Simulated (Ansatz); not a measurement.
Convergence test: the plane-wave cutoff (density cutoff scaled with it) is varied and all else is held.
- system: TaN (P6_3mc, 4 atoms in the cell; far from its equilibrium volume)
- method: Ansatz 0.2.0, DFT PBE, scalar-relativistic, plane waves, PAW; 15×15×8 k-mesh, Gaussian smearing of 0.1 eV
ΔE is the free energy less its value at the largest setting, 600 eV.
Dashed lines or grey bands mark the tolerance: 1 meV/atom.
The atoms sit off their equilibrium sites.
Values: 200 eV, 250 eV, 300 eV, 350 eV, 420 eV, 500 eV and 600 eV.

Question: How do the results converge (to 1 meV/atom and 0.005 eV/Å)?

Answer: The free energy is within 1 meV/atom of the largest setting's value from 500 eV on. It is off by 2300 meV/atom at 200 eV, 140 meV/atom at 300 eV and 2.9 meV/atom at 420 eV (always above it). The largest force is within 0.005 eV/Å of the largest setting's value from 300 eV on. It is 2.392 eV/Å at 200 eV, 2.345 eV/Å at 250 eV and 2.356 eV/Å at 600 eV. The smaller bases give higher energies, which fall towards the limit as the basis grows.

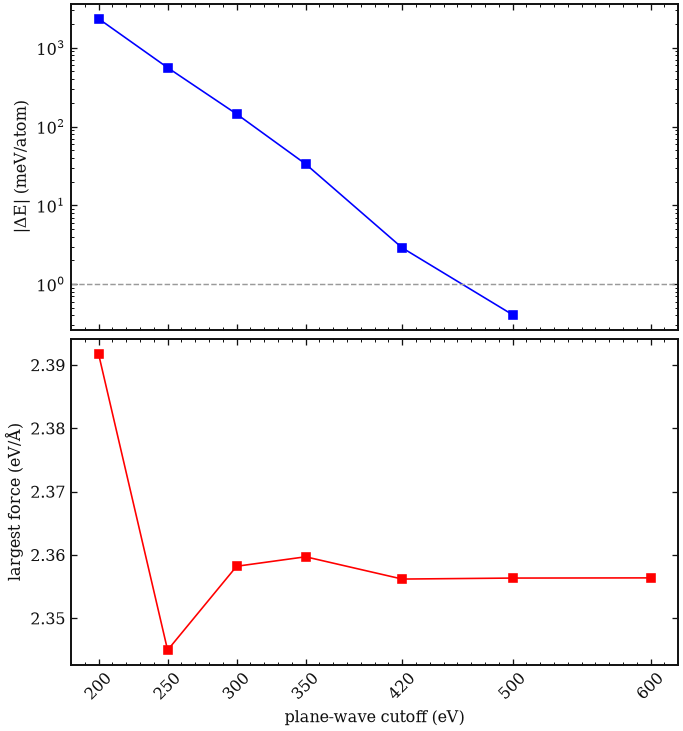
